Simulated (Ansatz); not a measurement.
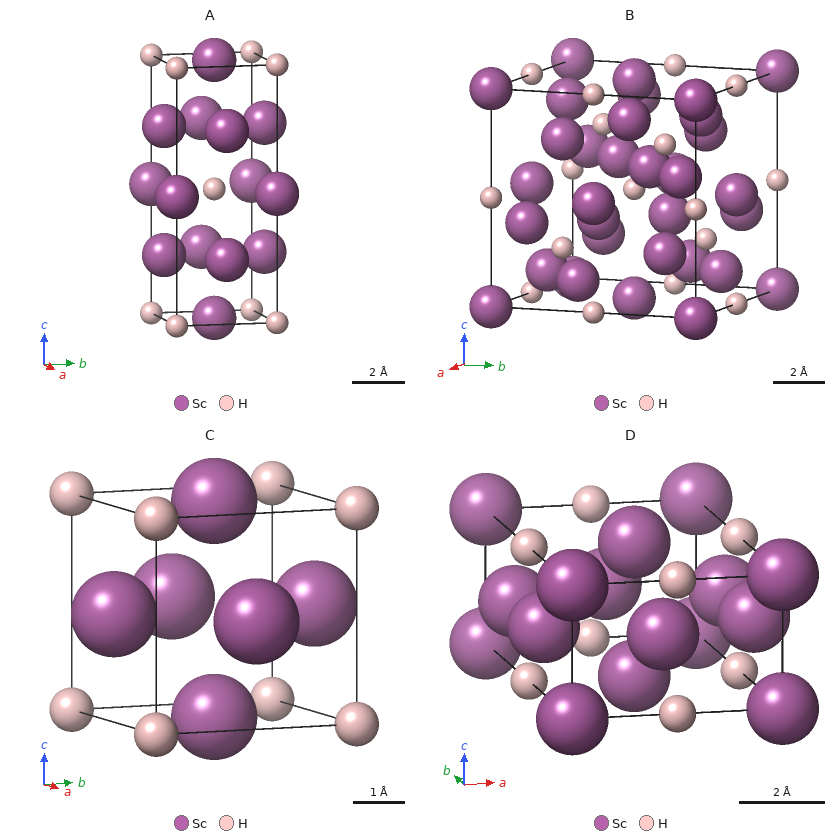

Four structures of Sc$_{3}$H, each relaxed to rest (conventional cells in solid outline, small ones repeated, each panel with its own scale). Method: DFT PBE, scalar-relativistic, plane waves, PAW (Ansatz), without spin polarisation.

### Give the type and space group of each panel.

A: 8 atoms a cell on a body-centred tetragonal lattice, I4/mmm; B: 32 atoms a cell on a face-centred cubic lattice, Fd-3m; C: Cu₃Au (L1₂) type, Pm-3m; D: 8 atoms a cell on a base-centred orthorhombic lattice, Cmmm.

### Which of these is lowest in energy, and how far above it do the others lie?

D, then B (+153 meV/atom), A (+773 meV/atom) and C (+843 meV/atom), energies at zero smearing.

### Collect the results in a table.

| panel | structure | E − E(lowest) (meV/atom) | volume (Å³/atom) | gap (eV) |
| --- | --- | --- | --- | --- |
| D | Cmmm | 0 | 18.3 | metal |
| B | Fd-3m | 153 | 21.1 | metal |
| A | I4/mmm | 773 | 20.4 | metal |
| C | Pm-3m | 843 | 20.4 | metal |

Some of these may be structure types tried for this composition rather than known phases, and the most stable form need not be among them. Gaps are taken on the k-mesh or band path of each run.
